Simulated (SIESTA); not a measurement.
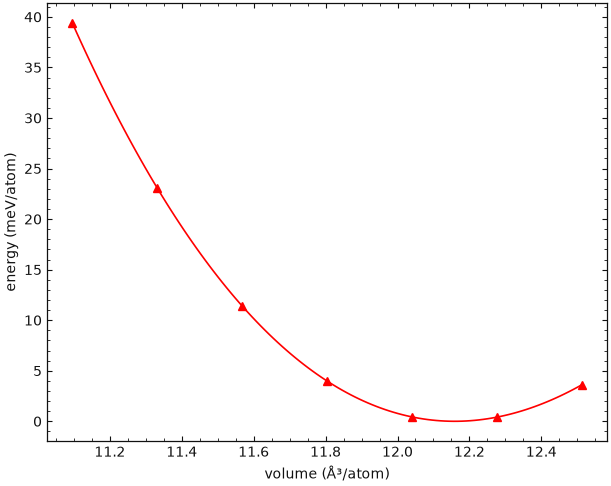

The plot gives the computed energy against volume for MgO, space group P6_3mc (No. 186).

Structure:
```xyz
4
Lattice="3.3078 0.0000 0.0000 -1.6539 2.8646 0.0000 0.0000 0.0000 4.9829" Properties=species:S:1:pos:R:3 pbc="T T T"
Mg    1.6539    0.9549    2.5022
Mg    0.0000    1.9098    0.0108
O     1.6539    0.9549    4.4968
O     0.0000    1.9098    2.0053
```

Method: DFT in numerical atomic orbitals with pseudopotentials, no spin polarisation; energies at scaled volumes of the given cell, shape and fractions fixed, counted from the fit's minimum, third-order Birch-Murnaghan fit (SIESTA 5.4.2). Level: PBEsol.

```tsv
setting	value
k mesh	9×9×6
occupations	Fermi–Dirac
smearing width	0.05 eV
potentials	PseudoDojo 0.4 standard, converted to PSML, two zetas on semicore shells
program settings	basis DZP, mesh cutoff 800 Ry
```

From this curve and the settings, what does the calculation give for the pressure at the same points?

The pressure falls from 12.85 GPa at volume 11.10 Å³/atom to −3.14 GPa at 12.51 Å³/atom, and changes sign near 12.16 Å³/atom.

| volume (Å³/atom) | pressure (GPa) |
| --- | --- |
| 11.10 | 12.85 |
| 11.33 | 9.49 |
| 11.57 | 6.45 |
| 11.80 | 3.68 |
| 12.04 | 1.15 |
| 12.28 | −1.11 |
| 12.51 | −3.14 |

Note: mulliken charges of long orbitals; shape and atomic fractions are frozen while scaling, which makes layered, chain and framework solids too stiff.
